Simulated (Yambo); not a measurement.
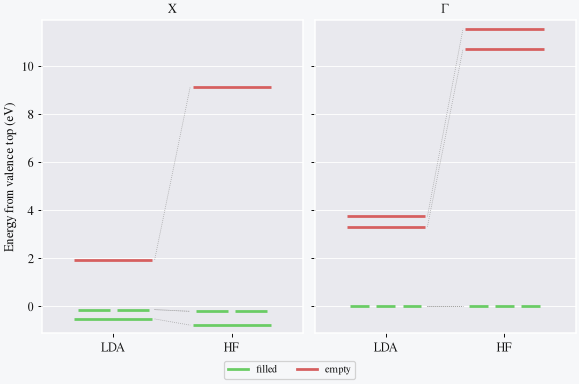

Levels at X and Γ in LDA and in HF, each set counted from its own valence top. Only the states that were corrected are drawn, so degenerate partners can be missing.

System: rocksalt BaS, space group Fm-3m (No. 225), 2 atoms in the primitive cell; cubic a = 6.388 Å. Starting point: LDA, PseudoDojo 0.4.1 SR LDA standard, no spin polarisation, no spin-orbit coupling, 6×6×6 k mesh, 735 eV cutoff, fixed occupations (Yambo 5.3.0). Many-body step: HF with cutoff of exchange and Vxc 54 Ry.

Q: What does HF do to the gap?

A: Over the k points that were corrected, the smallest gap goes from 1.95 eV in LDA (Γ to X) to 9.14 eV in HF (Γ to X), a change of +7.19 eV (+369 %).

Q: Is the correction a rigid shift of the empty levels?

A: Counted from the valence top, the lowest empty level moves by +7.19 eV at X and +7.39 eV at Γ: a spread of 0.20 eV on a mean of 7.29 eV, so one scissor shift describes this level well. Only two empty levels a point were corrected, so a higher one could drop under them.

| k point | LDA direct gap (eV) | HF direct gap (eV) |
| --- | --- | --- |
| X | 2.08 | 9.34 |
| Γ | 3.32 | 10.71 |

Hartree-Fock has no screening and overstates gaps by far. This release of the barium file is off. Spin-orbit coupling is left out, which matters for Ba.
